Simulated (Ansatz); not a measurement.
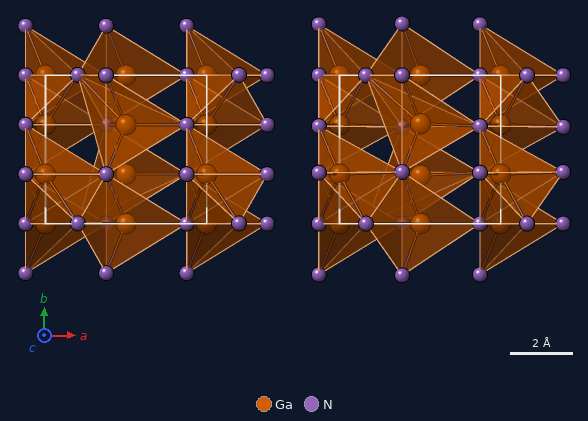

Two geometries of a defect cell of composition Ga$_{6}$N$_{7}$, drawn at one scale. One is the start of a relaxation, the other its converged end. Style: polyhedral. Shown: the cell of the calculation, along the c axis.

These are results of DFT PBE, scalar-relativistic, plane waves, PAW (Ansatz), not measurements. Settings: plane-wave cutoff 420 eV; k-point mesh 3 × 3 × 3; occupations gaussian; smearing width 0.02 eV; collinear spin; atoms relaxed in a fixed cell; force threshold 0.02 eV/Å; at most 60 steps.

Which of the two is the end point?

The right one is the relaxed one. Case: N interstitial, charge +0, atoms relaxed. The largest move is that of an N atom, 0.23 Å along [−2 0 1]. Largest moves by element: N 0.23 Å, Ga 0.05 Å. The cell doesn't change. Near-neighbour distances that change, for instance: Ga–N 2.331 → 2.541 Å, Ga–N 2.253 → 2.048 Å, Ga–N 2.476 → 2.541 Å, Ga–N 1.975 → 2.039 Å. Bond angles that change, for instance: N–Ga–N 59.4° → 67.4°, Ga–N–Ga 95.5° → 103.5°, N–Ga–N 59.7° → 67.4°. The energy falls by 0.639 eV per cell of the calculation in 5 geometry steps. The largest force component goes from 2 to 0.0029 eV/Å. Cost: 41 s on 4 threads of Intel(R) Xeon(R) Platinum 8488C (Sapphire Rapids), on a shared host, peak memory 0.7 GiB.

Limits of the set-up: the periodic images lie only 5.2 Å apart, so the values are limited by the cell's size.
